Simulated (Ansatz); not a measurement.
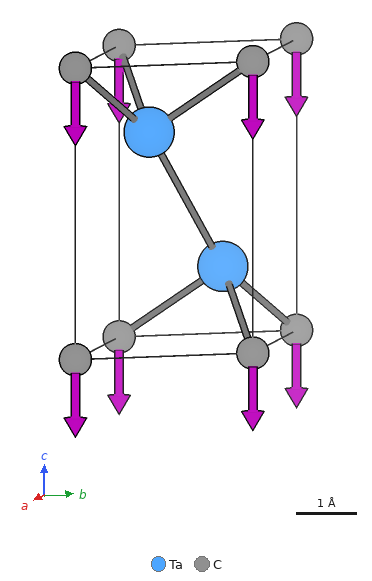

One vibrational mode of crystalline Ta2C at the zone centre. The purple arrows are the displacements of the atoms (eigenvector over the root of the mass), of arbitrary overall length and sign. The picture is a ball-and-stick view of the cell of the calculation, seen slightly off an axis.

The calculation used DFT PBEsol, scalar-relativistic, plane waves, PAW in Ansatz 0.2.0. Settings: plane-wave cutoff 420 eV; k-point mesh 18 × 18 × 8; occupations fermi dirac; smearing width 0.15 eV; no spin polarisation.

The frequencies depend somewhat on the k-mesh and the smearing.

### What mode is this, and where does it lie in the spectrum?

This is the A₂u mode at 647 cm⁻¹, optical level 3 of 4, counted from below, infrared-active by symmetry. The Ta atoms hardly move; the C sublattice moves as a whole against them, along c; the kinetic energy is shared as C 97 %, Ta 3 %. The crystal is a metal, so free carriers screen the infrared response.
